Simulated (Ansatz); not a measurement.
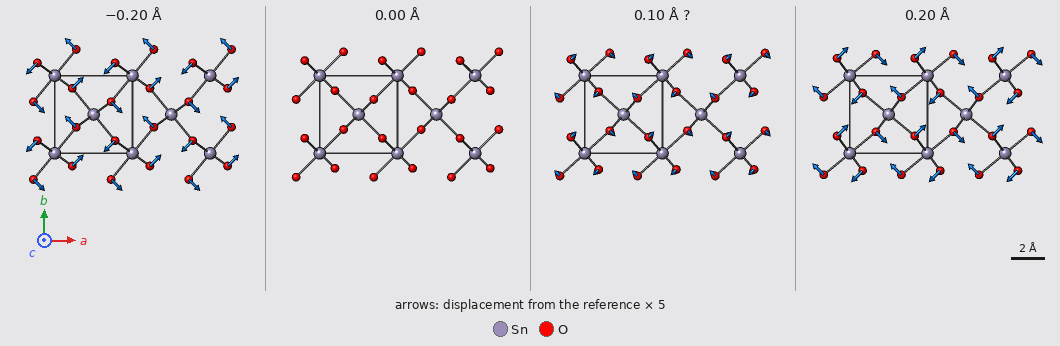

Energy scan for crystalline SnO2 (Pnnm), in which a normal mode at the zone centre is frozen in with the cell fixed, the amplitude being the largest displacement of an atom. The picture is a ball-and-stick view of the cell of the calculation, repeated 2 × 1 × 2 with one cell outlined, seen along the c axis. Blue arrows: displacements from the reference.

Theory: DFT LDA, scalar-relativistic, plane waves, PAW in Ansatz 0.2.0. Settings: plane-wave cutoff 420 eV; k-point mesh 6 × 6 × 8; occupations gaussian; smearing width 0.05 eV; no spin polarisation. Energies (free energies at the smearing named) are counted from the relaxed crystal.

```
largest displacement (Å)  energy change (meV/cell)
                  −0.200                      66.4
                  −0.150                      34.1
                  −0.100                      14.3
                  −0.050                       3.6
                   0.000                       0.0
                   0.050                       2.9
                   0.100                         ?
                   0.150                      31.3
                   0.175                      44.8
                   0.200                      61.8
```

### One row is withheld. What is its energy?

A straight line between the two neighbours gives 17.1 meV/cell. A cubic through the four nearest rows (0.000, 0.050, 0.150, 0.175) gives, with Lagrange weights, (−0.1429)(0.0) + (0.6000)(2.9) + (1.0000)(31.3) + (−0.4571)(44.8) = 12.6 meV/cell. The calculation gives 12.7 meV/cell, so the cubic is 0.1 meV/cell too low and the straight line 4.4 meV/cell too high, as the curve bends upwards here.

The whole profile:

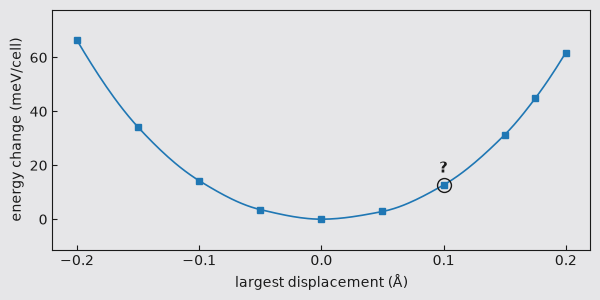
